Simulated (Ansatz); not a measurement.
# Calculations on N

### Relaxation

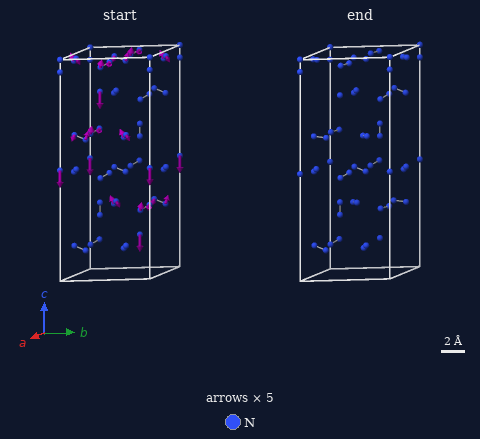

The structure of a defect cell of composition N before (left) and after (right) a relaxation, at one scale. The purple arrows give the displacements, 5 times their true length.

The picture is a ball-and-stick view of the conventional cell (3 times the calculation's cell) (origin shifted), seen slightly off an axis. Lengths and directions refer to the drawn axes.

Case: N vacancy after atom 13 has jumped, atoms relaxed.

These are results of DFT PBE+D3(BJ), scalar-relativistic, plane waves, PAW (Ansatz), not measurements. Settings: plane-wave cutoff 420 eV; k-point mesh 4 × 4 × 4; occupations gaussian; smearing width 0.05 eV; no spin polarisation; atoms relaxed in a fixed cell; force threshold 0.02 eV/Å; at most 50 steps.

Question: Describe what moved and what it gained.

Answer: An N atom moves most: 0.31 Å along −c. The cell stays as it was. Over 8 accepted moves (13 points after the start) the energy falls by 8.0 meV per cell of the calculation. Largest force component: 0.024 eV/Å at the start, 0.008 eV/Å at the end. The line search rejected the trial steps at points 6, 10, 12 of the run. 2 steps only repeated the SCF at the same geometry. The forces were under the threshold at step 4, but the run went on from there. The run took 97 s on 4 threads of Arm Neoverse V2 (shared host), peak memory 0.81 GiB.

Limits of the set-up: the cell has an odd number of electrons but was run without spin polarisation; the periodic images lie only 8.0 Å apart, so the values are limited by the cell's size.

### Relaxation

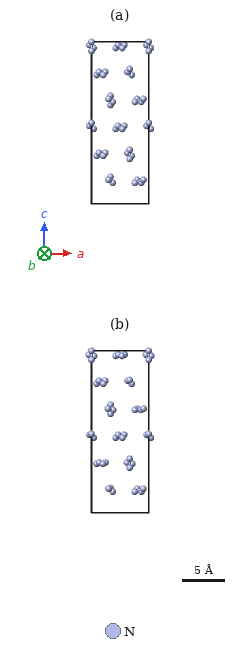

The structure of a defect cell of composition N before (top) and after (bottom) a relaxation, at one scale.

Style: ball-and-stick. Shown: the conventional cell (3 times the calculation's cell) (origin shifted), along the b axis. Lengths and directions refer to the drawn axes.

Case: N vacancy, atoms relaxed.

All numbers below come from Ansatz 0.2.0, DFT PBE+D3(BJ), scalar-relativistic, plane waves, PAW. Settings: plane-wave cutoff 420 eV; k-point mesh 4 × 4 × 4; occupations gaussian; smearing width 0.05 eV; no spin polarisation; atoms relaxed in a fixed cell; force threshold 0.02 eV/Å; at most 50 steps.

**Summarise the run.**

The largest move is that of an N atom, 0.26 Å along −c. The cell doesn't change. After 6 accepted moves (9 points after the start) the energy has fallen by 7.4 meV per cell of the calculation. The largest force component goes from 0.024 to 0.011 eV/Å. The line search rejected the trial step at point 5 of the run. 2 steps only repeated the SCF at the same geometry. The forces were under the threshold at step 3, but the run went on from there.

Limits of the set-up: the cell has an odd number of electrons but was run without spin polarisation; the periodic images lie only 8.0 Å apart, so the values are limited by the cell's size.

### Vacancy jump

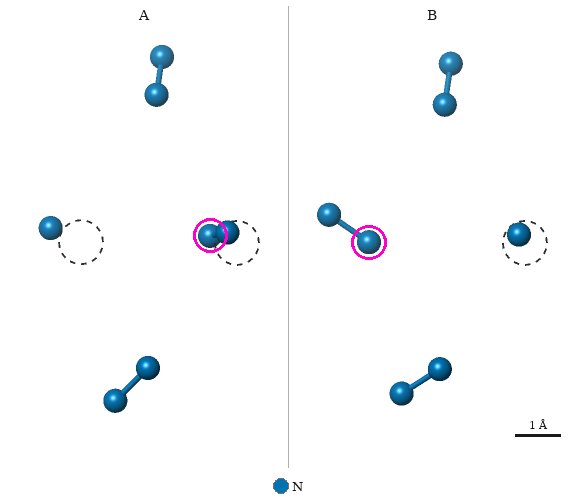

A vacancy jump of nitrogen in N (Pa-3 phase), in a neutral cell with 15 atoms, whose images lie 8.0 Å apart. One frame is the relaxed vacancy; in the other the neighbouring N atom (ringed) was set half-way along its jump of 3.56 Å and all atoms were relaxed in the symmetry of that start. Dashed circles mark empty sites. The picture is a ball-and-stick view of the slice 3.8 Å thick through the jump, out to 4.2 Å from its middle, seen across the jump.

All numbers below come from DFT PBE+D3(BJ), scalar-relativistic, plane waves, PAW (Ansatz). Set-up: plane-wave cutoff 420 eV; k-point mesh 4 × 4 × 4; occupations gaussian; smearing width 0.05 eV; no spin polarisation; atoms relaxed in a fixed cell; force threshold 0.02 eV/Å.

> What does the half-way point cost?

Frame A is the half-way start after relaxation. It lies 0.00 eV above the relaxed vacancy. The atom slides 0.33 of the jump length along the path, so the half-way point isn't stationary and this energy isn't the barrier. There it has 1 N as nearest neighbours, the closest at 1.10 Å. Both cells are metallic on the mesh.

Limits of the set-up: the cell has an odd number of electrons but was run without spin polarisation; the periodic images lie only 8.0 Å apart, so the values are limited by the cell's size.
